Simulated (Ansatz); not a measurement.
## Run report: C20H, geometry relaxation (part 1 of 4)

System: C20H (slab, 21 atoms in the cell).
Method: DFT PBE, scalar-relativistic, plane waves, PAW, PAW set soft_1, spin-polarised (Ansatz 0.2.0).

The structure derives from an entry of the Crystallography Open Database. The input holds or restrains some coordinates. Forces given for the steps count only the free coordinates.

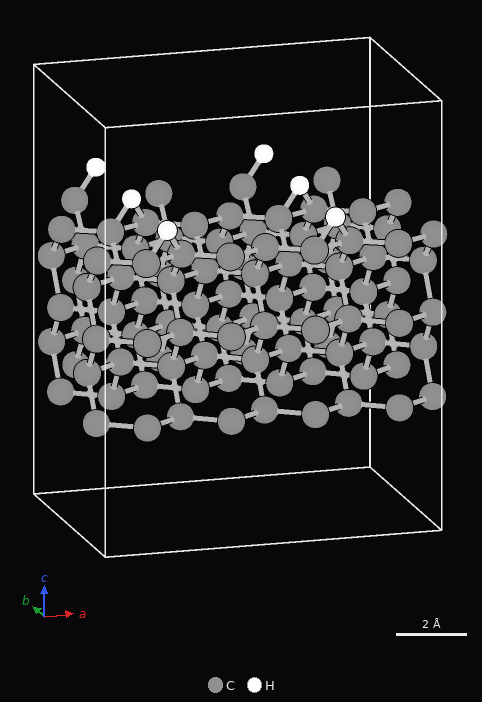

Figure 1. The input geometry (ball-and-stick view of the 2 × 2 repeat of the cell, with the vacuum cut short, seen slightly off an axis). An atom can appear more than once, as a periodic image.

## Results in brief

```tsv
quantity	value
outcome	converged under the restraints of the input
electrons treated	81
free energy	−5018.3278 eV
work function, top face	4.37 eV
work function, bottom face	5.52 eV
Fermi energy	0.901 eV
gap on the k-point mesh	none (metallic)
net moment of the cell	0.24 μB
integrated absolute moment	2.82 μB
final volume	367.63 Å³
work function (upper face)	4.37 eV
largest force (length of the vector) at the end, held atoms and coordinates included	4.189 eV/Å
hardware	2 threads of Arm Neoverse V2, 24 GiB of memory available, shared host
wall time	6.7 min (CPU time 13 min)
peak memory	1.1 GiB
```

## Notes

Warnings of the run: the exchange-correlation potential is rough where the density is thin.

## Input file
```yaml
crystal:
  lattice:
    - [5.0509324483, 0.0, 0.0]
    - [0.0, 3.5715485855, 0.0]
    - [0.0, 0.0, 20.3790412154]
  atoms:
    - { symbol: C, position: [0.25, 0.0, 0.1962800878] }
    - { symbol: C, position: [0.75, 0.0, 0.1962800878] }
    - { symbol: C, position: [0.0, 0.25, 0.1962800878] }
    - { symbol: C, position: [0.5, 0.25, 0.1962800878] }
    - { symbol: C, position: [0.0, 0.5, 0.2582424294] }
    - { symbol: C, position: [0.5, 0.5, 0.2582424294] }
    - { symbol: C, position: [0.25, 0.75, 0.2582424294] }
    - { symbol: C, position: [0.75, 0.75, 0.2582424294] }
    - { symbol: C, position: [0.25, 0.0024640218, 0.3199149169] }
    - { symbol: C, position: [0.75, 0.0024640218, 0.3199149169] }
    - { symbol: C, position: [0.0, 0.2475359782, 0.3199149169] }
    - { symbol: C, position: [0.5, 0.2475359782, 0.3199149169] }
    - { symbol: C, position: [0.0, 0.5097084369, 0.3835991966] }
    - { symbol: C, position: [0.5, 0.5097084369, 0.3835991966] }
    - { symbol: C, position: [0.25, 0.7402915631, 0.3835991966] }
    - { symbol: C, position: [0.75, 0.7402915631, 0.3835991966] }
    - { symbol: C, position: [0.25, 0.0294931925, 0.4356947474] }
    - { symbol: C, position: [0.75, 0.0294931925, 0.4356947474] }
    - { symbol: C, position: [0.0, 0.2205068075, 0.4356947474] }
    - { symbol: C, position: [0.5, 0.2205068075, 0.4356947474] }
    - { symbol: H, position: [0.375, 0.0294931925, 0.4817245338], spin: 1.0 }
basis:
  ecutwfc: 420
kpoints:
  mp_grid: { grid: [5, 8, 1] }
hamiltonian:
  xc: pbe
  pseudopotentials: { kind: paw, azcp: { folder: soft_1 } }
scf:
  occupations: { method: gaussian, width: 0.05 }
output:
  forces: true
  eigenvalues: true
  populations: true
  write_density: true
  write_potential: true
  elf: true
  volumetric_format: npy
magnetization:
  spin_polarized: true
relax:
  adjacent_minimum: "off"
  f_tol: 0.025
  max_steps: 16
  constraints:
    - { sites: [0, 1, 2, 3, 4, 5, 6, 7, 8, 9, 10, 11, 12, 13, 14, 15, 16, 17, 18, 19] }
    - { sites: [20], fix: xy }
efield:
  axis: 3
  dipole_correction: true
  ramp_width: 0.04
```

Command:
```bash
ansatz run input.yaml --threads 2 --pin off --max-ram 6144MiB --backend cpu --events-out ev --progress --plain --runs-dir out
```

## What the program printed
```
Engine: ansatz 0.2.0, aarch64-unknown-linux-gnu
Pseudopotentials: kind: paw
Pseudopotential: C, paw, valence charge 4, recommended cutoff 420 eV (normal), [file]
Pseudopotential: H, paw, valence charge 1, recommended cutoff 420 eV (normal), [file]
Functional definition: PBE
  parameter kappa = 0.804
  parameter beta = 0.06672455060314922
  exchange = pbe_x(kappa = kappa, mu = beta*pi^2/3)
  correlation = pbe_c(beta = beta)
Crystal: 21 atoms, lattice volume = 367.631 Å³
Basis set: ecut = 420 eV, 7175 PW (Γ), exchange–correlation on 72×48×288 points (8 copies of the dense FFT grid, shifted against one another)
Bands: 62, of which v1, the nominal top of the filled ones, is band 41 counted from 1 (40 counted from 0)
Symmetry: 1 space group operations
k-points: 21 of 40 (time reversal used)
Non-local potential: C, projectors of the file, l = 0: 2, l = 1: 2, l = 2: 1
Non-local potential: H, projectors of the file, l = 0: 2, l = 1: 1
PAW form: soft (Blöchl's): semilocal exchange-correlation on the pseudo side does not see the compensation charge
PAW one-centre angular grid: C, 110 points (default); XC on 64 Gauss nodes
PAW one-centre angular grid: H, 110 points (default); XC on 64 Gauss nodes
Initial density: superposition of atomic densities (neutral atoms: chi_scale 0, normalization atom)
Starting moments: Σ|m| = 1 μB on 1 of 21 sites
Initial wavefunctions: pseudopotential atomic-orbital guess
Functional: x = pbe(κ = 0.804, μ = 0.2195149727645171), c = pbe(β = 0.06672455060314922)
```
